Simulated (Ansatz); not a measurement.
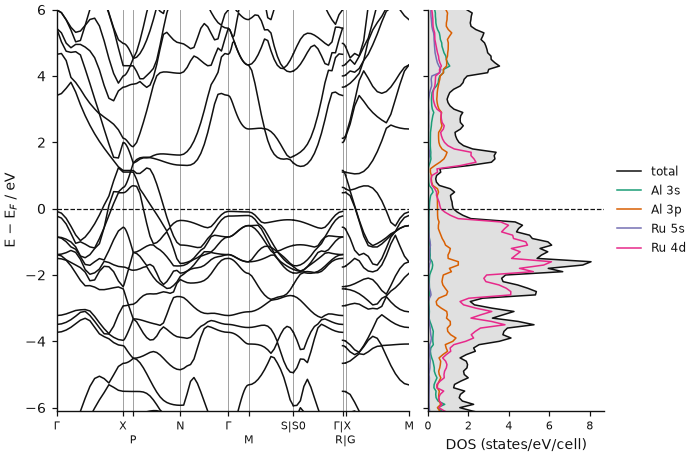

Band structure and density of states. Energies are counted from the Fermi level. The partial curves are projected on Löwdin-orthogonalised atomic shells.

> What lattice type does the k path imply?

A body-centred tetragonal lattice: the path Γ–X–P–N–Γ–M–S|S0–Γ|X–R|G–M runs through the special points of its Brillouin zone.

System: Al₃Ru₂, space group I4/mmm, 5 atoms in the cell.

```yaml
crystal:
  lattice:
    - [-1.53668, 1.53668, 7.12583]
    - [1.53668, -1.53668, 7.12583]
    - [1.53668, 1.53668, -7.12583]
  atoms:
    - { symbol: Al, position: [0.00000, 0.00000, 0.00000] }
    - { symbol: Al, position: [0.80626, 0.80626, 0.00000] }
    - { symbol: Al, position: [0.19374, 0.19374, 0.00000] }
    - { symbol: Ru, position: [0.60566, 0.60566, 0.00000] }
    - { symbol: Ru, position: [0.39434, 0.39434, 0.00000] }
```

Level of theory: DFT PBEsol, scalar-relativistic, plane waves, PAW, no spin polarisation, 16×16×16 k mesh, 420 eV cutoff; code Ansatz 0.2.0.

> Is there a gap at the Fermi level?

A metal: 3 bands cross the Fermi level along this path.

> Where is the centre of the Ru 4d band?

Over the range shown, the centre of the Ru 4d weight lies 1.3 eV below the Fermi level, and about 75 % of the shell is filled.

> Which levels at N lie nearest to the Fermi level?

At N the nearest levels lie 0.35 eV below and 1.31 eV above the Fermi level.

> What carries the states at the Fermi level?

By projected weight, the states within 0.3 eV of the Fermi level are Ru 4d (60 %) and Al 3p (35 %).
